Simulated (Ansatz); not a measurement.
# Calculations on H2CO

**1. Relaxation**

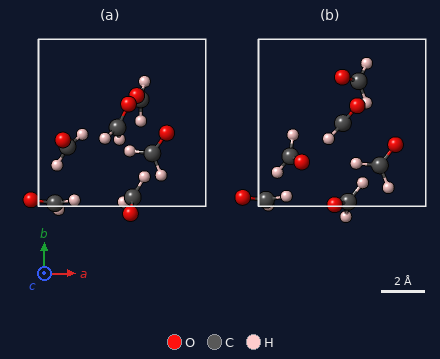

The structure of an amorphous cell of composition H$_{2}$CO before (left) and after (right) a relaxation, at one scale.

A ball-and-stick model of the cell of the calculation, seen along the c axis.

The cell holds 6 H2CO. The run prepares the start of a later molecular dynamics calculation, from a guessed geometry.

Level of theory: DFT PBE, scalar-relativistic, plane waves, PAW (Ansatz 0.2.0).

Input
```yaml
crystal:
  lattice:
    - [7.806832, 0.0, 0.0]
    - [0.0, 7.806832, 0.0]
    - [0.0, 0.0, 7.806832]
  atoms:
    - { symbol: O, position: [0.1461282, 0.3971892, 0.5485089] }
    - { symbol: C, position: [0.1733928, 0.3575646, 0.3998061] }
    - { symbol: H, position: [0.2620468, 0.4307129, 0.317469] }
    - { symbol: H, position: [0.1109973, 0.2462537, 0.3389267] }
    - { symbol: O, position: [0.5876671, 0.6628672, 0.3993891] }
    - { symbol: C, position: [0.6112622, 0.6398448, 0.2466174] }
    - { symbol: H, position: [0.6340058, 0.7468208, 0.1570156] }
    - { symbol: H, position: [0.6112431, 0.5106956, 0.1890837] }
    - { symbol: O, position: [-0.0450753, 0.039281, 0.9432652] }
    - { symbol: C, position: [0.0983772, 0.0193528, 0.8845266] }
    - { symbol: H, position: [0.120048, -0.0184037, 0.750011] }
    - { symbol: H, position: [0.2148664, 0.0379163, 0.9624707] }
    - { symbol: O, position: [0.5382671, 0.6114068, 0.8338527] }
    - { symbol: C, position: [0.4722657, 0.4714317, 0.8120178] }
    - { symbol: H, position: [0.4837918, 0.4010038, 0.6899658] }
    - { symbol: H, position: [0.3971732, 0.4070488, 0.9130404] }
    - { symbol: O, position: [0.7666495, 0.438627, 0.4873245] }
    - { symbol: C, position: [0.680844, 0.3173407, 0.4388164] }
    - { symbol: H, position: [0.5457223, 0.3315909, 0.3997184] }
    - { symbol: H, position: [0.7333261, 0.186279, 0.4311961] }
    - { symbol: O, position: [0.5500715, -0.0433135, 0.7998537] }
    - { symbol: C, position: [0.5638083, 0.0548797, 0.6790424] }
    - { symbol: H, position: [0.6333419, 0.1775563, 0.6892962] }
    - { symbol: H, position: [0.5075046, 0.0267734, 0.5524345] }
basis:
  ecutwfc: 420.0
kpoints:
  mp_grid: { grid: [1, 1, 1] }
hamiltonian:
  xc: pbe
scf:
  occupations: { method: fermi_dirac, width: 0.05 }
  lower_state_search: "off"
relax:
  f_tol: 0.3
  max_steps: 15
  adjacent_minimum: "off"
```

Run as
```bash
ansatz run input.yaml --threads 1 --pin off --max-ram 3072MiB --backend cpu --events-out ev --progress --plain --runs-dir out
```

Summarise the run.

The largest move is that of O1, 1.36 Å roughly along [1 −1 0]. By element the largest moves are O 1.36 Å, H 1.09 Å, C 0.85 Å. The lattice vectors keep their values. Some distances before and after: C10–H11 1.104 → 1.115 Å, C10–H12 1.104 → 1.115 Å, O13–C14 1.220 → 1.212 Å. After 10 accepted moves (11 points after the start) the energy has fallen by 55.7 meV per atom. Largest force component: 1.7 eV/Å at the start, 0.27 eV/Å at the end. The line search rejected the trial step at point 9 of the run.

Limits of the set-up: the periodic images lie only 7.8 Å apart, so the values are limited by the cell's size.

**2. Dynamics**

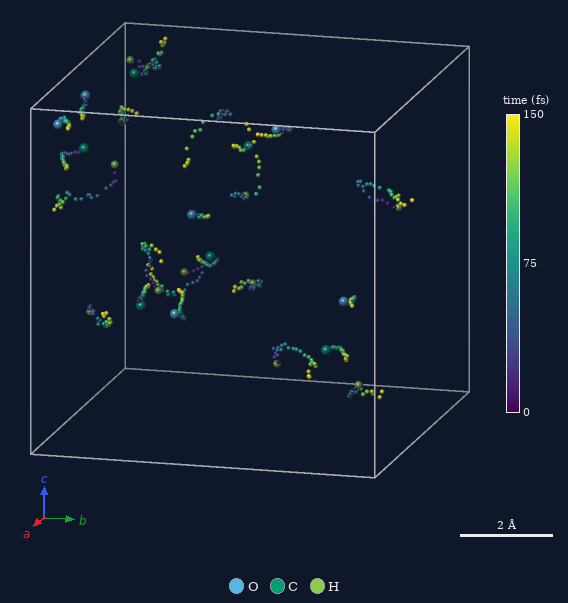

Molecular dynamics of a periodic cell with 6 H2CO at 0.629 g/cm³, 150 fs long. Dots mark each atom's position at evenly spaced times, coloured by time; spheres stand at the starting positions. Seen slightly off an axis in the simulation cell.

All numbers below come from Ansatz 0.2.0, DFT PBE, scalar-relativistic, plane waves, PAW. Run with plane-wave cutoff 420 eV; k-point mesh 1 × 1 × 1; Fermi-Dirac smearing 0.05 eV; Langevin thermostat (NVT); set temperature 300 K; time step 0.5 fs; friction 0.02 per fs.

Input file:
```yaml
crystal:
  lattice:
    - [7.806832, 0.0, 0.0]
    - [0.0, 7.806832, 0.0]
    - [0.0, 0.0, 7.806832]
  atoms:
    - { symbol: O, position: [0.25839372, 0.26534517, 0.52711228] }
    - { symbol: C, position: [0.19011526, 0.30007439, 0.39138341] }
    - { symbol: H, position: [0.2054682, 0.42761423, 0.32629241] }
    - { symbol: H, position: [0.11266282, 0.203545, 0.32016723] }
    - { symbol: O, position: [0.50148386, 0.7728615, 0.37106934] }
    - { symbol: C, position: [0.59946384, 0.74856125, 0.25255551] }
    - { symbol: H, position: [0.64687993, 0.85567571, 0.17105681] }
    - { symbol: H, position: [0.64499799, 0.61870811, 0.21576805] }
    - { symbol: O, position: [-0.09465699, 0.05374061, 0.93492083] }
    - { symbol: C, position: [0.04494892, 0.03984601, 0.8673282] }
    - { symbol: H, position: [0.0587399, 0.00779862, 0.72880326] }
    - { symbol: H, position: [0.16716261, 0.06105778, 0.93800606] }
    - { symbol: O, position: [0.59091508, 0.6019687, 0.87908879] }
    - { symbol: C, position: [0.50485811, 0.49794669, 0.80239337] }
    - { symbol: H, position: [0.50501859, 0.48932411, 0.65934258] }
    - { symbol: H, position: [0.41901944, 0.40482846, 0.87032019] }
    - { symbol: O, position: [0.81938504, 0.36927414, 0.38646031] }
    - { symbol: C, position: [0.72615022, 0.24550758, 0.37898825] }
    - { symbol: H, position: [0.58378572, 0.2573705, 0.38788451] }
    - { symbol: H, position: [0.77629, 0.1121292, 0.36480926] }
    - { symbol: O, position: [0.45538187, 0.01000903, 0.90372531] }
    - { symbol: C, position: [0.5358619, 0.02799633, 0.77171228] }
    - { symbol: H, position: [0.62288, 0.14097238, 0.75426362] }
    - { symbol: H, position: [0.52251958, -0.06143569, 0.66019704] }
basis:
  ecutwfc: 420.0
kpoints:
  mp_grid: { grid: [1, 1, 1] }
hamiltonian:
  xc: pbe
scf:
  occupations: { method: fermi_dirac, width: 0.05 }
  lower_state_search: "off"
md:
  timestep: 0.5
  n_steps: 300
  ensemble: nvt_langevin
  temperature: 300.0
  initial_velocities: maxwell_boltzmann
  seed: 182279
  friction: 0.02
```

Launched with:
```bash
ansatz run input.yaml --threads 1 --pin off --max-ram 3072MiB --backend cpu --events-out ev --progress --plain --runs-dir out
```

### Describe the motion.

Root-mean-square distances from the starting positions over the second half, with the common drift of all atoms taken out: H 1.09 Å, C 0.40 Å, O 0.32 Å. The heavy atoms stay within a fraction of a molecule's size of their starting places, while the hydrogen atoms travel further, as molecules turn; so short a run doesn't tell a liquid from a solid.

Limits of the set-up: the periodic images lie only 7.8 Å apart, so the values are limited by the cell's size.

**3. Dynamics**

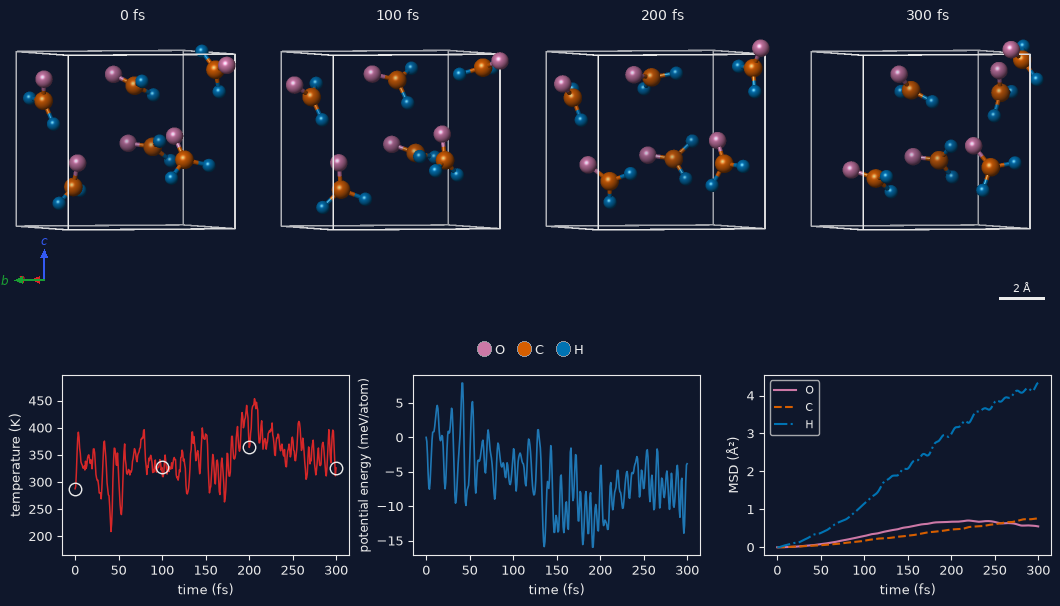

A Born-Oppenheimer molecular dynamics run of a periodic cell with 6 H2CO at 0.629 g/cm³, 300 fs long. It starts from the last geometry of an earlier run, with fresh velocities. Frames and the history of the run. Style: ball-and-stick. Shown: the simulation cell, from a free direction. Atoms that leave the cell re-enter on the other side.

Computed with DFT PBE, scalar-relativistic, plane waves, PAW (Ansatz 0.2.0). Settings: plane-wave cutoff 420 eV; k-point mesh 1 × 1 × 1; Fermi-Dirac smearing 0.05 eV; Langevin thermostat (NVT); set temperature 300 K; time step 0.75 fs; friction 0.01 per fs.

The input:
```yaml
crystal:
  lattice:
    - [7.806832, 0.0, 0.0]
    - [0.0, 7.806832, 0.0]
    - [0.0, 0.0, 7.806832]
  atoms:
    - { symbol: O, position: [0.23013851, 0.28578334, 0.5233781] }
    - { symbol: C, position: [0.17589686, 0.24298745, 0.38880012] }
    - { symbol: H, position: [0.13104806, 0.33512782, 0.28547245] }
    - { symbol: H, position: [0.17289069, 0.09745119, 0.35530612] }
    - { symbol: O, position: [0.50601056, 0.78140819, 0.36635126] }
    - { symbol: C, position: [0.57750317, 0.78430431, 0.22774553] }
    - { symbol: H, position: [0.54698994, 0.87949248, 0.13532151] }
    - { symbol: H, position: [0.69762572, 0.70796182, 0.205489] }
    - { symbol: O, position: [-0.08002444, 0.0690214, 0.93401954] }
    - { symbol: C, position: [0.07125163, 0.08962646, 0.90572663] }
    - { symbol: H, position: [0.12425731, 0.05070905, 0.77880494] }
    - { symbol: H, position: [0.15950713, 0.14355838, 1.01016143] }
    - { symbol: O, position: [0.6060424, 0.53488991, 0.870623] }
    - { symbol: C, position: [0.50976815, 0.43789756, 0.80737187] }
    - { symbol: H, position: [0.36983116, 0.43759941, 0.83556889] }
    - { symbol: H, position: [0.55940661, 0.30984207, 0.75255066] }
    - { symbol: O, position: [0.84763882, 0.37160662, 0.46932007] }
    - { symbol: C, position: [0.74768541, 0.25559204, 0.45045288] }
    - { symbol: H, position: [0.61248336, 0.25587356, 0.48597039] }
    - { symbol: H, position: [0.7887414, 0.13483889, 0.36918659] }
    - { symbol: O, position: [0.48109143, -0.00938578, 0.84900343] }
    - { symbol: C, position: [0.56516745, -0.03340926, 0.72278679] }
    - { symbol: H, position: [0.52293267, -0.07940442, 0.59028322] }
    - { symbol: H, position: [0.69880424, 0.00864657, 0.7355157] }
basis:
  ecutwfc: 420.0
kpoints:
  mp_grid: { grid: [1, 1, 1] }
hamiltonian:
  xc: pbe
scf:
  occupations: { method: fermi_dirac, width: 0.05 }
  lower_state_search: "off"
md:
  timestep: 0.75
  n_steps: 400
  ensemble: nvt_langevin
  temperature: 300.0
  initial_velocities: maxwell_boltzmann
  seed: 63044
  friction: 0.01
```

Command:
```bash
ansatz run input.yaml --threads 1 --pin off --max-ram 3072MiB --backend cpu --events-out ev --progress --plain --runs-dir out
```

Describe the run.

The mean temperature in the second half is 362 K (standard deviation 38 K). The potential energy in the second half lies on average 8.3 meV per atom below the first frame. Root-mean-square distances from the starting positions over the second half, with the common drift of all atoms taken out: H 1.83 Å, O 0.80 Å, C 0.73 Å. The heavy atoms stay within a fraction of a molecule's size of their starting places, while the hydrogen atoms travel further, as molecules turn; so short a run doesn't tell a liquid from a solid.

Limits of the set-up: the periodic images lie only 7.8 Å apart, so the values are limited by the cell's size.
